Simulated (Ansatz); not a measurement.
System: Nb.

Space group Fm-3m; the calculation finds a residual pressure of about −7 GPa at this fixed cell. This isn't the usual form at ambient conditions.

Input file:

```
crystal:
  lattice:
    - [0.0, 2.115, 2.115]
    - [2.115, 0.0, 2.115]
    - [2.115, 2.115, 0.0]
  atoms:
    - { symbol: Nb, position: [0.0, 0.0, 0.0] }
basis:
  ecutwfc: 420
  fft_grid_basis: typed
kpoints:
  mp_grid: { grid: [14, 14, 14] }
hamiltonian:
  xc: pbesol
scf:
  occupations: { method: gaussian, width: 0.05 }
output:
  forces: true
  stress: true
  eigenvalues: true
  bader: true
  write_density: true
  volumetric_format: npy
  elf: true
```

Run with:

```sh
ansatz run input.yaml --threads 1 --pin off --max-ram 2560MiB --backend cpu --events-out ev --progress --plain --runs-dir out
```

The picture shows the conventional cell (a = 4.23 Å, b = 4.23 Å, c = 4.23 Å, α = 90.00°, β = 90.00°, γ = 90.00°).

Computed with Ansatz 0.2.0, DFT PBEsol, scalar-relativistic, plane waves, PAW.

**How does the converged density differ from a superposition of free atoms?**

Nb–Nb (2.99 Å): Δρ is +0.04 e/Å³ at the midpoint. Over the whole cell, outside the masked cores, the largest gain, 0.08 e/Å³, lies 1.8 Å from a niobium nucleus, and the largest loss lies at the edge of the masked core of Nb. The rearranged charge, half the integral of |Δρ|, is about 0.44 e an atom.

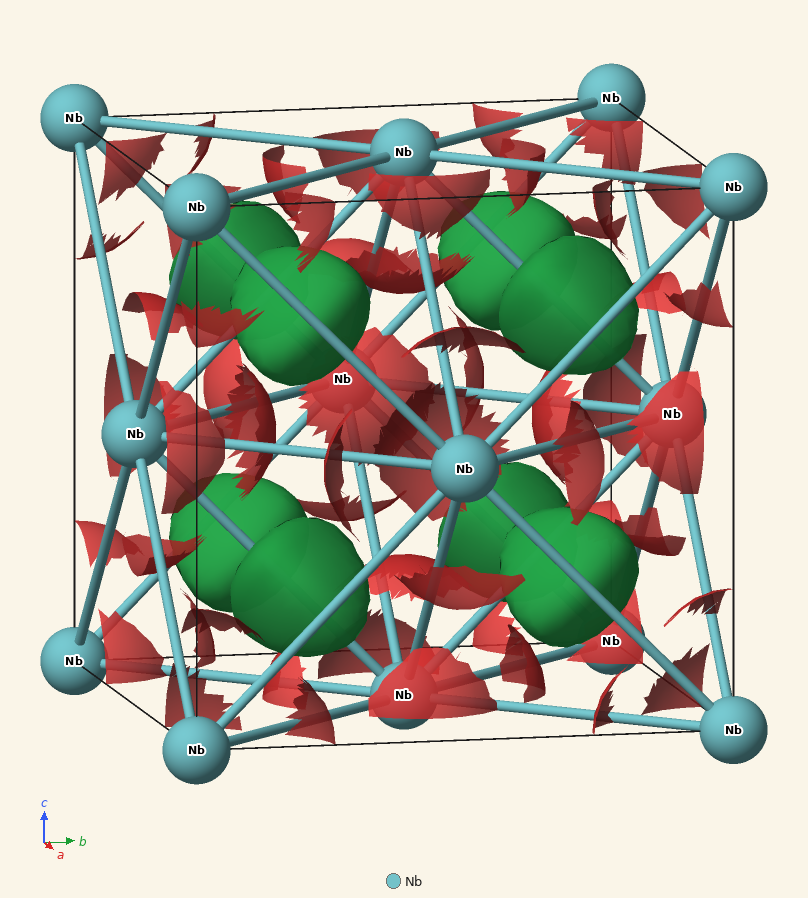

Computed deformation density: green surfaces at +0.06 and red ones at −0.06 e/Å³, in the conventional cell seen slightly off an axis (the regions close to the nuclei are left out).

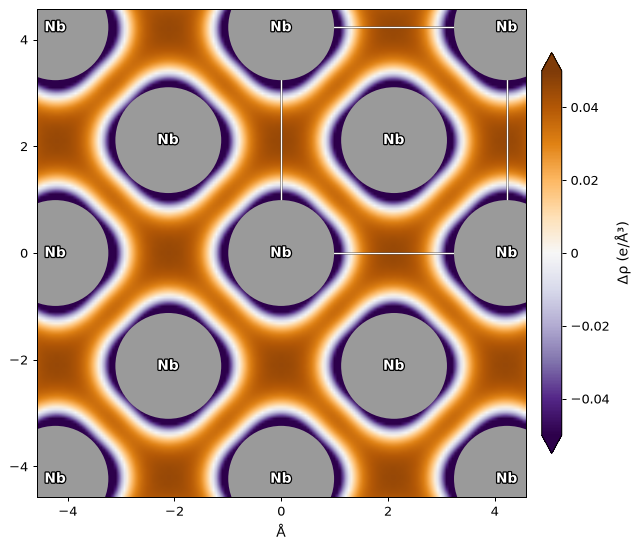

Computed deformation density: a map on the (100) plane of the conventional cell, with grey discs over the atomic cores.

Cores are masked to 1.0 Å (Nb).

In a PAW calculation such maps are meaningful between the atoms, not at the nuclei.

Run time: 3.8 s on 1 thread of Arm Neoverse V1 (shared host), peak memory 0.28 GiB.
